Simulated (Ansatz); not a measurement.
**AlGaN₂: density, localisation and related maps**

Input file:

```
crystal:
  lattice:
    - [2.9225649673, 0.0, 0.0]
    - [0.0, 2.9225649673, 0.0]
    - [0.0, 0.0, 4.1372295462]
  atoms:
    - { symbol: Al, position: [0.0, 0.0, 0.0] }
    - { symbol: "N", position: [0.0, 0.0, 0.5] }
    - { symbol: Ga, position: [0.5, 0.5, 0.5] }
    - { symbol: "N", position: [0.5, 0.5, 0.0] }
kpoints:
  mp_grid: { grid: [6, 6, 4] }
  band_path:
    path:
      - [0.0, 0.0, 0.0]
      - [0.0, 0.5, 0.0]
      - [0.5, 0.5, 0.0]
      - [0.0, 0.0, 0.5]
      - [0.0, 0.5, 0.5]
      - [0.5, 0.5, 0.5]
    npoints: 1
hamiltonian:
  xc: hse06
scf:
  occupations: { method: fixed }
  n_extra_bands: 5
output:
  forces: true
  stress: true
  eigenvalues: true
  write_density: true
  write_potential: true
  elf: true
  volumetric_format: npy
```

Launched as:

```sh
ansatz run input.yaml --threads 2 --pin off --max-ram 2211MiB --backend cpu --events-out ev --progress --plain --runs-dir out
```

Below, planes, directions and counts refer to the conventional cell (a = 2.92 Å, b = 2.92 Å, c = 4.14 Å, α = 90.00°, β = 90.00°, γ = 90.00°).

Space group P4/mmm; started from the ordered alloy on rocksalt lattice prototype, which need not be the ambient phase.

Level of theory: DFT, HSE06, plane waves, PAW in Ansatz.

The density is the valence pseudo-density of a PAW calculation; it isn't the true density close to the nuclei.

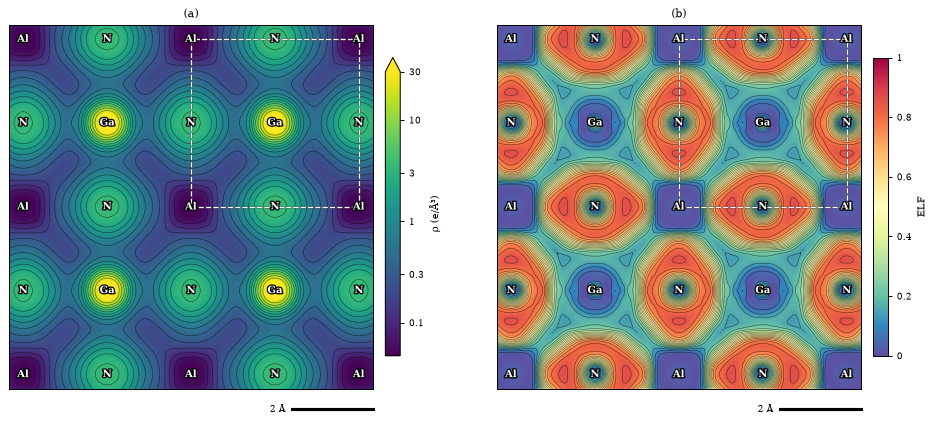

Figure 1. (a) valence charge density (pseudo); (b) electron localisation function on the (11̄0) plane of the conventional cell.

**What does the map show?**

- The plane passes through Al, N and Ga nuclei.
- Al–N (2.07 Å): ρ at the midpoint is about 0.49 e/Å³; the ELF peaks at about 0.85 in the valence shell of N, 0.8 Å from its nucleus, and is about 0.80 at the midpoint.
- Ga–N (2.07 Å): ρ at the midpoint is about 0.56 e/Å³; the ELF peaks at about 0.80 in the valence shell of N, 0.7 Å from its nucleus, and is about 0.35 at the midpoint.
- Between the atoms the lowest density in this plane is 0.19 e/Å³.

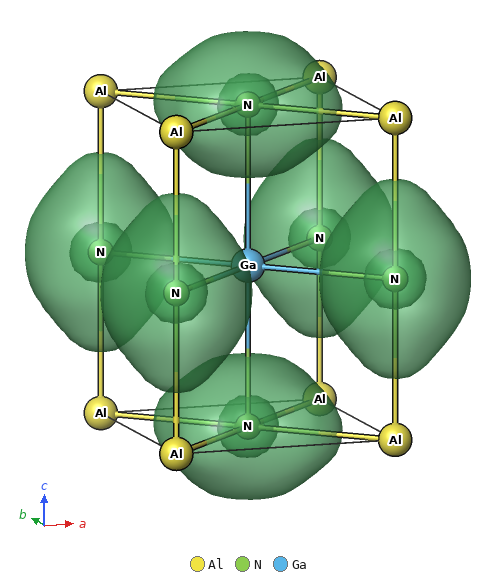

Figure 2. Isosurface of the electron localisation function at 0.6 (green), seen slightly off an axis. Core shells and regions of very low density are left out. Sticks mark near contacts.

**Where are the electrons localised?**

The surface consists of two regions on N in which the atom's valence shell and bonds are merged, counted in one cell of 4 atoms. Regions shared between cells count once.

**Metal or insulator at this level of theory?**

It is gapped, with a Kohn–Sham gap of 2.5 eV on the k-point mesh, an upper bound to the gap of this method.
